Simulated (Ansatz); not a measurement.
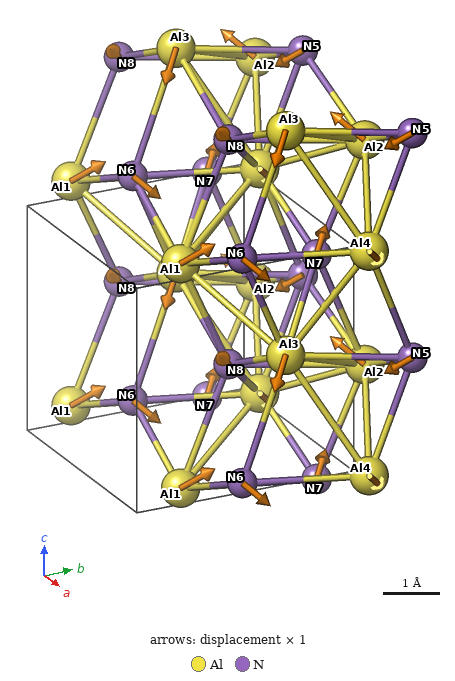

A relaxation of crystalline AlN (built on the FeSi (B20)_198 type) (coarse preliminary run). The starting structure is drawn; orange arrows show the displacements (the part carried along by the change of the cell is left out), at their true length.

Style: ball-and-stick. Shown: the cell of the calculation, repeated 2 × 1 × 2 with one cell outlined, from a free direction.

Case: FeSi (B20) type (P2_13, No. 198).

Computed with Ansatz 0.2.0, DFT r2SCAN, scalar-relativistic, plane waves, PAW. (plane-wave cutoff 500 eV; k-point mesh 4 × 4 × 4; occupations gaussian; smearing width 0.1 eV; no spin polarisation; cell and atoms relaxed; force threshold 0.04 eV/Å; at most 70 steps)

Q: What happened in the run?

A: The largest moves relative to the cell, 0.81 Å, are those of Al1, Al2, Al3 and Al4. Al1 goes along [1 1 1]. Largest moves by element: Al 0.81 Å, N 0.66 Å. The drawn cell changes as follows: a = b = c 4.341 → 4.038 Å (−7.0 %); the volume changes by −19.5 %. Among the contacts that change: Al1–N5 2.176 → 3.497 Å, Al1–N6 2.443 → 2.019 Å, Al1–N6 (another image) 2.271 → 2.019 Å, Al1–Al2 2.660 → 2.855 Å. Bonds break: Al1–N5 (2.18 → 3.50 Å), Al2–N6 (2.18 → 3.50 Å), Al3–N7 (2.18 → 3.50 Å), Al4–N8 (2.18 → 3.50 Å). Among the angles between lasting bonds that change: N5–Al3–N6 112.9° → 90.0°, Al2–N5–Al3 71.7° → 90.0°. The space group (tolerance 0.01 Å) goes from P2_13 (No. 198) to Fm-3m (No. 225). After 8 accepted moves (9 points after the start) the energy has fallen by 14.411 eV per cell of the calculation. Largest force component: 1.8 eV/Å at the start, 0.00013 eV/Å at the end. Pressure: −21.85 GPa at the start and −0.02 GPa at the end. The SCF was repeated once at an unchanged geometry on a basis and grid sized afresh for the cell, which shifted the energy by 3.4 meV per cell of the calculation at most.
